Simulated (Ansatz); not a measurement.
**HfO2: density, localisation and related maps**

Input

```
crystal:
  lattice:
    - [0.0, 2.5575, 2.5575]
    - [2.5575, 0.0, 2.5575]
    - [2.5575, 2.5575, 0.0]
  atoms:
    - { symbol: Hf, position: [-0.0015176402, -0.0015176402, -0.0015176402] }
    - { symbol: O, position: [0.2584655465, 0.2584655465, 0.2584655465] }
    - { symbol: O, position: [0.7584655465, 0.7584655465, 0.7584655465] }
basis:
  ecutwfc: 500
kpoints:
  mp_grid: { grid: [8, 8, 8] }
hamiltonian:
  xc: r2scan
scf:
  occupations: { method: gaussian, width: 0.05 }
output:
  forces: true
  stress: true
  eigenvalues: true
  write_density: true
  write_potential: true
  elf: true
  volumetric_format: npy
```

Command:

```sh
ansatz run input.yaml --threads 2 --pin off --max-ram 5120MiB --backend cpu --events-out ev --progress --plain --runs-dir out
```

Below, planes, directions and counts refer to the conventional cell (a = 3.62 Å, b = 3.62 Å, c = 8.86 Å, α = 90.00°, β = 90.00°, γ = 120.00°).

Space group R3m; not relaxed (largest force 0.4 eV/Å); computed pressure about −8 GPa in this cell.

Level of theory: Ansatz 0.2.0, DFT r2SCAN, scalar-relativistic, plane waves, PAW.

Core electrons are frozen (PAW), and the valence fields are smoothed inside the atomic spheres.

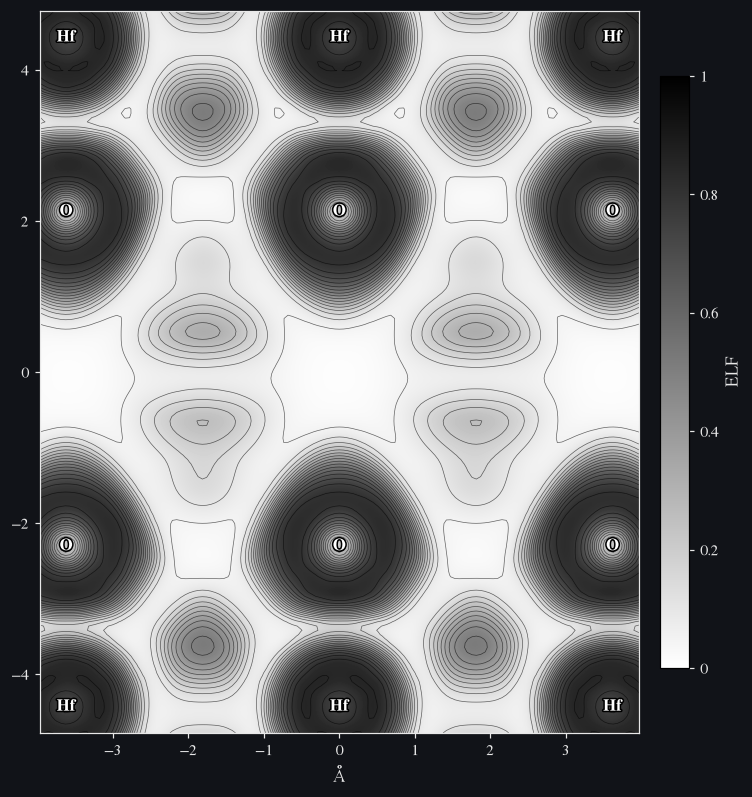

Figure 1. Electron localisation function on the (100) plane of the conventional cell.

Read the bonding off the picture.

The section cuts through Hf and O sites.
Hf–O (2.13 Å): the ELF peaks at about 0.85 in the valence shell of O, 0.6 Å from its nucleus, and drops to about 0.20 between the two atoms: no shared electron pair shows on this line.
Hf–O (2.30 Å): the ELF peaks at about 0.85 in the valence shell of O, 0.7 Å from its nucleus, and drops to about 0.10 between the two atoms: no shared electron pair shows on this line.
The features right at Hf lie inside the PAW spheres, where the map follows smoothed inner orbitals and isn't to be read closely.

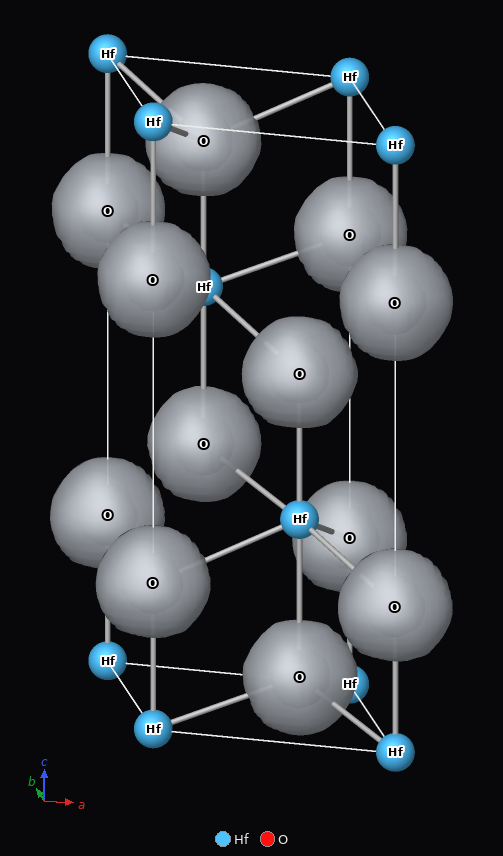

Figure 2. Isosurface of the ELF at 0.75 (grey), seen slightly off an axis. Core shells and regions of very low density are left out. Sticks mark near contacts.

Describe the localisation domains.

At this value the surface marks out six regions wrapped around O (the valence shell of each), counted in one cell of 9 atoms. Any copies at cell faces, edges or corners count once. Along the contacts the grid gives the following. Hf–O (2.19 Å): the ELF peaks at about 0.85 in the valence shell of O, 0.6 Å from its nucleus, and drops to about 0.15 between the two atoms: no shared electron pair shows on this line.

Does the calculation make it a metal, or give it a gap?

It is gapped, with a Kohn–Sham gap of 4.2 eV on the k-point mesh, an upper bound to the gap of this method.
